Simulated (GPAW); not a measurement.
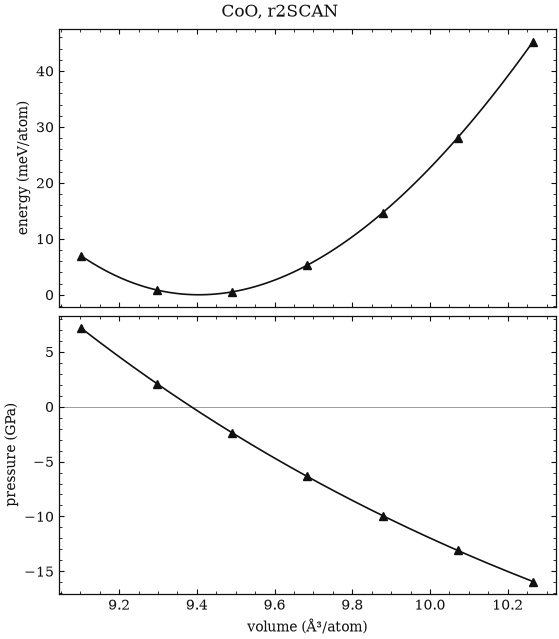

Energy and pressure against volume for CoO, space group Fm-3m (No. 225).

A third-order Birch–Murnaghan fit gives V0 = 9.40 Å³/atom, B0 = 216 GPa and B′ = 4.4. The energy is 6.92 meV/atom at volume 9.10 Å³/atom and 45.24 meV/atom at 10.27 Å³/atom; the lowest computed point is at volume 9.49 Å³/atom (0.52 meV/atom), and no other minimum shows. The pressure falls from 7.13 GPa at volume 9.10 Å³/atom to −15.93 GPa at 10.27 Å³/atom, and changes sign near 9.39 Å³/atom.

Method: PAW DFT in plane waves, on a grid or in atomic orbitals, collinear spins; energies at scaled volumes of the given cell, shape and fractions fixed, counted from the fit's minimum, third-order Birch-Murnaghan fit (GPAW 26.7.0). Level: r2SCAN, collinear spin.

k mesh 11×11×11; occupations Fermi–Dirac; smearing width 0.05 eV; potentials GPAW PAW data sets (gpaw data 1.2.1); wave cutoff 800 eV; program settings basis pw.

Cell as given: a = 3.014 Å, b = 3.014 Å, c = 3.014 Å, α = 60.00°, β = 60.00°, γ = 60.00°; 2 atoms.
